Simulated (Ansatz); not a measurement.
**Single-point calculation, with input and output: W₁₂HS₂₄ (part 2 of 2)**

W₁₂HS₂₄ (defect cell, 37 atoms in the cell); DFT PBE, scalar-relativistic, plane waves, PAW, spin-polarised (Ansatz 0.2.0); cutoff 420 eV, 2×2×2 k-mesh, Gaussian smearing of 0.05 eV, collinear spins. The structure derives from a Materials Project entry.

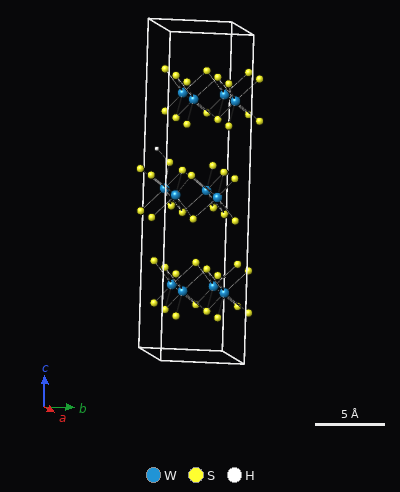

**Figure 1.** The structure (ball-and-stick view of the cell of the calculation, with the vacuum cut short, seen slightly off an axis; bonded neighbours outside the cell are drawn too). An atom can appear more than once, as a periodic image.

Output, continued
```
  k-point 0 ↑: bands = ["-69.0320", "-69.0157", "-69.0150", "-69.0150", "-68.7987", "-68.7896", "-68.7821", "-68.7820", "-68.7818", "-68.7594", "-68.7519", "-68.6771", "-33.4883", "-33.4882", "-33.4879", "-33.3091", "-33.2573", "-33.2550", "-33.2549", "-33.2548", "-33.2480", "-33.2474", "-33.2472", "-33.2356", "-33.2354", "-33.2347", "-33.2228", "-33.1802", "-33.1570", "-33.1566", "-33.0755", "-33.0549", "-33.0140", "-33.0139", "-33.0137", "-33.0081", "-33.0027", "-33.0020", "-33.0020", "-33.0020",
      "-32.9734", "-32.9720", "-32.9670", "-32.9621", "-32.9236", "-32.9236", "-32.8916", "-32.8353", "-9.8452", "-9.7492", "-9.6101", "-8.4342", "-8.2152", "-7.9802", "-7.7669", "-7.7363", "-7.7332", "-7.7303", "-7.5130", "-7.5082", "-7.4991", "-7.4988", "-7.4986", "-7.4746", "-7.4732", "-7.4717", "-7.3320", "-7.2480", "-7.2390", "-7.2385", "-7.2379", "-7.2280", "-2.1995", "-1.5597", "-1.5588", "-1.5577", "-1.4350", "-1.3384", "-1.3285", "-1.3244",
      "-1.3217", "-1.3153", "-1.2742", "-1.1828", "-0.4980", "-0.2234", "-0.2218", "-0.2207", "-0.0694", "-0.0448", "0.0135", "0.0137", "0.0143", "0.3454", "0.4950", "0.4996", "0.5050", "0.6685", "0.7220", "0.7364", "0.7429", "0.7640", "1.5077", "1.5084", "1.5088", "1.5736", "1.7159", "1.7405", "1.7419", "1.7420", "1.7428", "1.8281", "2.0671", "2.0675", "2.3000", "2.3001", "2.3061", "2.3643", "2.7177", "2.7693",
      "2.7711", "2.7768", "2.9216", "2.9523", "2.9628", "3.0109", "3.0116", "3.0120", "3.1535", "3.2940", "3.2949", "3.4334", "3.5279", "3.5279", "3.5690", "3.6353", "3.6374", "3.6389", "3.7147", "3.8081", "3.8476", "3.8718", "3.8720", "3.8723", "3.9867", "3.9880", "3.9907", "4.0756", "4.2222", "4.2247", "4.2248", "4.2308", "4.2899", "4.7857", "4.9830", "5.1809", "6.6562", "7.7685", "7.7691", "7.7707",
      "7.7936", "7.7949", "7.9363", "7.9432", "7.9469", "7.9680", "8.0027", "8.0030", "8.0031", "8.0048", "8.0172", "8.0291", "8.0291", "8.0850", "8.1600", "8.1790", "8.1795", "8.2025", "8.2114", "8.2119", "8.2610", "8.4113", "8.4324", "8.4481", "8.4548", "8.4637", "8.7775", "8.8900", "8.9184", "8.9624", "9.0664", "9.1126", "9.1641", "9.1964"]
  k-point 1 ↑: bands = ["-69.0320", "-69.0157", "-69.0150", "-69.0150", "-68.7987", "-68.7896", "-68.7821", "-68.7820", "-68.7818", "-68.7594", "-68.7519", "-68.6771", "-33.4883", "-33.4882", "-33.4879", "-33.3091", "-33.2573", "-33.2550", "-33.2549", "-33.2548", "-33.2480", "-33.2474", "-33.2472", "-33.2356", "-33.2354", "-33.2347", "-33.2228", "-33.1802", "-33.1570", "-33.1566", "-33.0755", "-33.0549", "-33.0140", "-33.0139", "-33.0137", "-33.0081", "-33.0027", "-33.0020", "-33.0020", "-33.0020",
      "-32.9734", "-32.9720", "-32.9670", "-32.9621", "-32.9236", "-32.9236", "-32.8916", "-32.8353", "-9.8452", "-9.7492", "-9.6101", "-8.4342", "-8.2152", "-7.9802", "-7.7669", "-7.7363", "-7.7332", "-7.7303", "-7.5130", "-7.5082", "-7.4991", "-7.4988", "-7.4986", "-7.4746", "-7.4732", "-7.4717", "-7.3320", "-7.2480", "-7.2390", "-7.2385", "-7.2379", "-7.2280", "-2.1995", "-1.5597", "-1.5588", "-1.5577", "-1.4350", "-1.3384", "-1.3285", "-1.3244",
      "-1.3217", "-1.3153", "-1.2742", "-1.1828", "-0.4980", "-0.2234", "-0.2218", "-0.2207", "-0.0694", "-0.0448", "0.0135", "0.0137", "0.0143", "0.3454", "0.4950", "0.4996", "0.5050", "0.6685", "0.7220", "0.7364", "0.7429", "0.7640", "1.5077", "1.5084", "1.5088", "1.5736", "1.7159", "1.7405", "1.7419", "1.7420", "1.7428", "1.8281", "2.0671", "2.0675", "2.3000", "2.3001", "2.3061", "2.3643", "2.7176", "2.7693",
      "2.7711", "2.7768", "2.9216", "2.9523", "2.9628", "3.0109", "3.0116", "3.0120", "3.1535", "3.2940", "3.2949", "3.4334", "3.5279", "3.5279", "3.5690", "3.6353", "3.6374", "3.6389", "3.7147", "3.8081", "3.8476", "3.8718", "3.8720", "3.8722", "3.9867", "3.9880", "3.9907", "4.0756", "4.2222", "4.2247", "4.2248", "4.2308", "4.2899", "4.7858", "4.9829", "5.1809", "6.6562", "7.7685", "7.7691", "7.7707",
      "7.7936", "7.7949", "7.9363", "7.9432", "7.9469", "7.9680", "8.0027", "8.0030", "8.0031", "8.0048", "8.0172", "8.0291", "8.0291", "8.0850", "8.1600", "8.1790", "8.1795", "8.2025", "8.2114", "8.2119", "8.2610", "8.4113", "8.4324", "8.4481", "8.4548", "8.4637", "8.7775", "8.8901", "8.9184", "8.9624", "9.0664", "9.1125", "9.1641", "9.1965"]
  k-point 2 ↑: bands = ["-69.0238", "-69.0234", "-69.0154", "-69.0150", "-68.7904", "-68.7902", "-68.7883", "-68.7821", "-68.7818", "-68.7603", "-68.7519", "-68.6775", "-33.4275", "-33.4272", "-33.3252", "-33.3240", "-33.2984", "-33.2976", "-33.2786", "-33.2782", "-33.2477", "-33.2474", "-33.1966", "-33.1962", "-33.1941", "-33.1938", "-33.1898", "-33.1680", "-33.0916", "-33.0915", "-33.0891", "-33.0651", "-33.0649", "-33.0449", "-33.0446", "-33.0392", "-33.0265", "-33.0237", "-33.0198", "-33.0141",
      "-33.0138", "-33.0039", "-32.9749", "-32.9631", "-32.9628", "-32.9419", "-32.9330", "-32.9267", "-9.0908", "-8.9256", "-8.9218", "-8.6907", "-8.6895", "-8.6743", "-8.1005", "-7.8820", "-7.8783", "-7.7671", "-7.7616", "-7.6560", "-7.6446", "-7.6412", "-7.5739", "-7.5440", "-7.5300", "-7.5294", "-7.4500", "-7.4475", "-7.2908", "-7.2272", "-7.2142", "-7.2132", "-1.6267", "-0.7803", "-0.7790", "-0.6002", "-0.5726", "-0.5593", "-0.5469", "-0.5454",
      "-0.5429", "-0.3663", "-0.3340", "-0.3322", "-0.3231", "-0.3024", "-0.1240", "-0.0991", "-0.0983", "-0.0551", "0.0494", "0.4250", "0.4303", "0.6341", "0.6609", "0.6652", "0.7690", "0.7734", "0.7912", "0.9848", "1.0087", "1.0137", "1.0534", "1.0561", "1.1759", "1.2793", "1.2999", "1.3430", "1.3605", "1.3721", "1.4274", "1.5625", "1.6041", "1.6047", "1.6130", "1.6229", "1.7868", "1.8259", "1.8401", "1.8462",
      "2.2329", "2.2337", "2.3905", "2.4664", "2.4668", "2.4931", "2.5204", "2.9017", "2.9061", "2.9848", "2.9908", "3.1220", "3.1373", "3.1375", "3.1633", "3.2126", "3.2241", "3.2257", "3.2260", "3.2285", "3.3559", "3.4204", "3.5016", "3.5270", "4.0541", "4.0580", "4.1984", "4.2886", "4.2944", "4.3153", "4.3206", "4.3391", "4.4461", "4.5521", "4.5529", "4.5683", "5.7228", "7.1725", "7.2303", "7.3184",
      "7.3206", "7.3814", "7.4321", "7.4563", "7.4592", "7.4861", "7.5194", "7.5281", "7.5692", "7.6065", "7.6107", "7.6921", "7.6940", "7.7061", "7.9489", "8.0661", "8.0705", "8.2009", "8.2012", "8.2708", "8.2901", "8.3088", "8.3329", "8.4055", "8.4198", "8.4217", "8.4610", "8.4618", "8.4866", "8.5240", "8.5992", "8.6292", "8.9993", "9.0043"]
  k-point 7 ↓: bands = ["-69.0233", "-69.0229", "-69.0149", "-69.0145", "-68.7903", "-68.7902", "-68.7880", "-68.7819", "-68.7819", "-68.7472", "-68.7464", "-68.5875", "-33.4265", "-33.4264", "-33.3244", "-33.3238", "-33.2978", "-33.2973", "-33.2779", "-33.2775", "-33.2470", "-33.2467", "-33.1956", "-33.1954", "-33.1939", "-33.1938", "-33.1833", "-33.0915", "-33.0915", "-33.0871", "-33.0808", "-33.0650", "-33.0649", "-33.0603", "-33.0448", "-33.0447", "-33.0358", "-33.0262", "-33.0139", "-33.0138",
      "-32.9982", "-32.9863", "-32.9630", "-32.9629", "-32.9405", "-32.8892", "-32.8531", "-32.7575", "-9.0303", "-8.9237", "-8.9229", "-8.6905", "-8.6897", "-8.6750", "-8.0938", "-7.8802", "-7.8794", "-7.7642", "-7.7636", "-7.6498", "-7.6448", "-7.6368", "-7.5811", "-7.5301", "-7.5298", "-7.5107", "-7.4487", "-7.4484", "-7.2806", "-7.2146", "-7.2138", "-7.1985", "-1.6510", "-0.7795", "-0.7792", "-0.5723", "-0.5606", "-0.5467", "-0.5455", "-0.5383",
      "-0.4649", "-0.3412", "-0.3330", "-0.3319", "-0.3221", "-0.2780", "-0.1389", "-0.0990", "-0.0985", "-0.0649", "0.3190", "0.4270", "0.4295", "0.6583", "0.6612", "0.6986", "0.7420", "0.7725", "0.7796", "0.9987", "1.0088", "1.0199", "1.0533", "1.0562", "1.1680", "1.2150", "1.2974", "1.3046", "1.3724", "1.3766", "1.4545", "1.5631", "1.6035", "1.6056", "1.6124", "1.6229", "1.7714", "1.8379", "1.8399", "1.9044",
      "2.2325", "2.2342", "2.3896", "2.4666", "2.4666", "2.5160", "2.6083", "2.9041", "2.9051", "2.9875", "2.9890", "3.1247", "3.1374", "3.1375", "3.1669", "3.2026", "3.2254", "3.2256", "3.2280", "3.2322", "3.3020", "3.4326", "3.4903", "3.5385", "4.0577", "4.0580", "4.2419", "4.2835", "4.2977", "4.3162", "4.3192", "4.3219", "4.4914", "4.5527", "4.5527", "4.6329", "6.3713", "7.1433", "7.1917", "7.3162",
      "7.3393", "7.3636", "7.3893", "7.4580", "7.4602", "7.4771", "7.5364", "7.5523", "7.5631", "7.6112", "7.6765", "7.6935", "7.6940", "7.7575", "8.0542", "8.0695", "8.1764", "8.2015", "8.2211", "8.2406", "8.2795", "8.3060", "8.3574", "8.3743", "8.3903", "8.4231", "8.4478", "8.4578", "8.5141", "8.5611", "8.6217", "8.6333", "9.0028", "9.0032"]
--- Löwdin populations: 37 sites ---
  site symbol       q [e]    m [muB]
     0      W     13.5606     0.2188
     1      W     13.5321    -0.0015
     2      W     13.5524     0.0238
     3      W     13.5525     0.0240
     4      W     13.5296     0.0019
     5      W     13.5291     0.0024
     6      W     13.5294     0.0004
     7      W     13.5293     0.0003
     8      W     13.5291     0.0001
     9      W     13.5291     0.0002
    10      W     13.5291     0.0000
    11      W     13.5291     0.0000
    12      S      6.1148     0.0003
    13      S      6.1139     0.0000
    14      S      6.1145     0.0001
    15      S      6.1146     0.0001
    16      S      6.1158     0.0001
    17      S      6.1154    -0.0000
    18      S      6.1151     0.0001
    19      S      6.1151     0.0001
    20      S      5.9836     0.0420
    21      S      6.1427     0.0102
    22      S      6.1348     0.0071
    23      S      6.1346     0.0071
    24      S      6.1192     0.0004
    25      S      6.1167     0.0000
    26      S      6.1211     0.0006
    27      S      6.1210     0.0006
    28      S      6.1170    -0.0000
    29      S      6.1170     0.0000
    30      S      6.1170     0.0000
    31      S      6.1170     0.0000
    32      S      6.1288     0.0206
    33      S      6.1071     0.0085
    34      S      6.1035     0.0032
    35      S      6.1033     0.0033
    36      H      0.9514     0.1024
  spilling = 0.009309 (of n_electrons = 313.000000)
--- Bader charges: 37 sites ---
  site symbol  charge [e]  shift [e]    m [muB]
     0      W      1.2974     0.0042     0.2042
     1      W      1.3737     0.0047     0.0022
     2      W      1.3448     0.0047     0.0211
     3      W      1.3445     0.0047     0.0213
     4      W      1.3743     0.0048     0.0016
     5      W      1.3741     0.0048     0.0021
     6      W      1.3739     0.0048     0.0004
     7      W      1.3741     0.0048     0.0003
     8      W      1.3746     0.0048     0.0001
     9      W      1.3746     0.0048     0.0002
    10      W      1.3746     0.0048     0.0000
    11      W      1.3746     0.0048     0.0000
    12      S     -0.6862     0.0024     0.0002
    13      S     -0.6858     0.0024     0.0001
    14      S     -0.6861     0.0024     0.0003
    15      S     -0.6861     0.0024     0.0003
    16      S     -0.6866     0.0024     0.0001
    17      S     -0.6864     0.0024     0.0001
    18      S     -0.6863     0.0024     0.0003
    19      S     -0.6863     0.0024     0.0002
    20      S     -0.5012     0.0017     0.0639
    21      S     -0.7052     0.0023     0.0098
    22      S     -0.7101     0.0024     0.0150
    23      S     -0.7102     0.0024     0.0151
    24      S     -0.6891     0.0024     0.0004
    25      S     -0.6880     0.0024     0.0009
    26      S     -0.6936     0.0024     0.0025
    27      S     -0.6933     0.0024     0.0024
    28      S     -0.6886     0.0024     0.0000
    29      S     -0.6886     0.0024     0.0000
    30      S     -0.6886     0.0024     0.0000
    31      S     -0.6886     0.0024     0.0000
    32      S     -0.6927     0.0022     0.0156
    33      S     -0.6962     0.0025     0.0131
    34      S     -0.6747     0.0024     0.0078
    35      S     -0.6748     0.0024     0.0079
    36      H      0.0184     0.0033     0.0899
  estimated error of the sums over rays = 3.6e-4 e
```

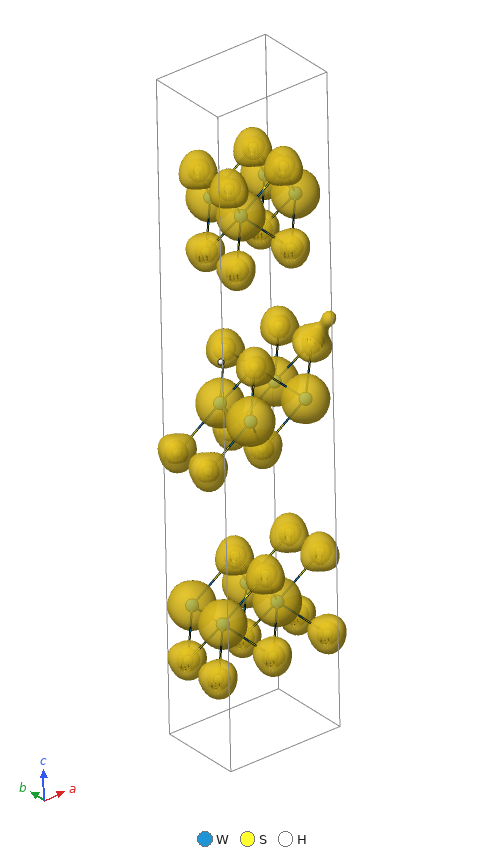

**Figure 2.** Isosurface of the valence pseudo-density at 1 e/Å³ (yellow), seen slightly off an axis. Sticks mark near contacts. At this value the density breaks into separate islands; it holds about 45 % of the electrons treated as valence (semicore included). It is pinched off along the W–S (2.40 Å) and W–S (2.62 Å) contacts. On the grid the lowest density along these lines, outside the cores, is 1.2 e/Å³ (S–H, 1.45 Å), 0.64 e/Å³ (W–S, 2.40 Å) and 0.39 e/Å³ (W–S, 2.62 Å). In a PAW calculation such maps are meaningful between the atoms, not at the nuclei.

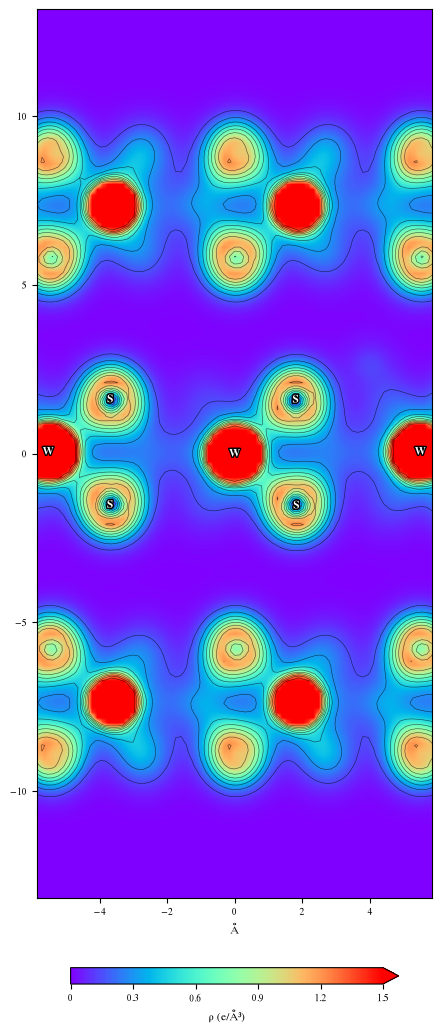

**Figure 3.** Valence electron density on the (11̄0) plane of the calculation cell, a cut from vacuum to vacuum. The section cuts through W and S sites. W–S (2.42 Å): ρ at the midpoint is about 0.61 e/Å³. The density dies away to nearly zero in the vacuum.

Summary

```json
{"quantity": "outcome", "value": "converged"}
{"quantity": "electrons treated", "value": "313"}
{"quantity": "free energy", "value": "−146312.0021 eV"}
{"quantity": "Fermi energy", "value": "6.251 eV"}
{"quantity": "gap on the k-point mesh", "value": "none (metallic)"}
{"quantity": "net moment of the cell", "value": "0.50 μB"}
{"quantity": "integrated absolute moment", "value": "0.57 μB"}
{"quantity": "largest force (length of the vector)", "value": "0.044 eV/Å"}
{"quantity": "wall time", "value": "4 min (CPU time 16 min)"}
{"quantity": "peak memory", "value": "5.1 GiB"}
```

Notes

Spin–orbit coupling is left out, which matters for W. The k-point mesh is coarse for a cell of this size, so the results may not be converged.
